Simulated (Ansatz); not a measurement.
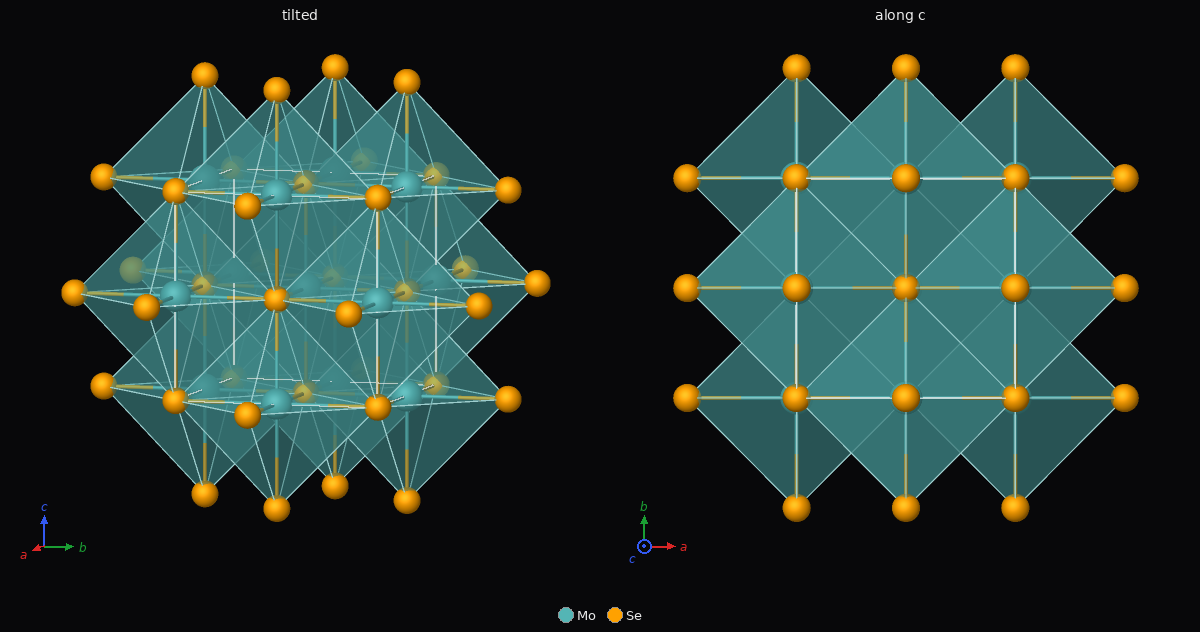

We look at a polyhedral model of the crystal slightly off an axis and along the c axis. Thin lines show the drawn cell (a repeat of the simulation cell), with boundary atoms drawn in all their periodic places. A few atoms beyond the faces are included. Cell: a = 5.34 Å, b = 5.37 Å, c = 5.37 Å, α = 90.00°, β = 90.00°, γ = 90.00°.

It goes back to a structure type filled with these elements by a generator (whether the compound takes this form wasn't checked). Earlier steps of the study, as a rule a relaxation of our own, may have changed the cell and positions, so they can lie some per cent off the listed ones. It was run through Ansatz as a DFT input.

What structure is drawn here?

Answer. The material is MoSe. Strictly the space group is I4/mmm (No. 139, within 0.01 Å). It is a distorted form of a face-centred cubic structure, space group Fm-3m (No. 225) within 0.25 Å: rock salt (NaCl type). The cell comprises 4 formula units: 4 Mo, 4 Se. The polyhedra are MoSe6 octahedra; they share corners and edges. Around each Mo lie six Se in an octahedral arrangement at about 2.7 Å. Se is linked to six Mo in an octahedral arrangement at about 2.7 Å. The bonds build a three-dimensional framework.

Method used: Ansatz, DFT PBE, scalar-relativistic, plane waves, PAW. It ran with cutoff 420 eV, k-points about 0.28 Å⁻¹ apart, Gaussian smearing of 0.05 eV, collinear spins.

Which atoms carry magnetic moments in this run, and how do they order?

Answer. The state reached is antiferromagnetic. Sizes: Mo 2.0 μB; net moment 0.0 μB in the run's cell of 4 atoms.

Classify it as metallic or gapped, with the value.

Answer. A metal: bands cross the Fermi level.

How are the electrons shared out in a Bader analysis?

Answer. Mo +0.92 e; Se -0.92 e.

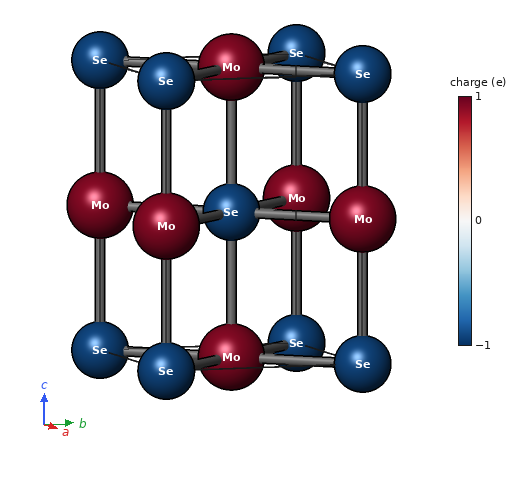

The atoms coloured by those charges. The run's cell of 4 atoms is drawn in a reduced setting, so axes and origin can differ from the first picture.

Can this geometry be taken as optimised?

Answer. Yes. All forces vanish to within 0.01 eV/Å. The pressure is 0.0 GPa, close to zero.
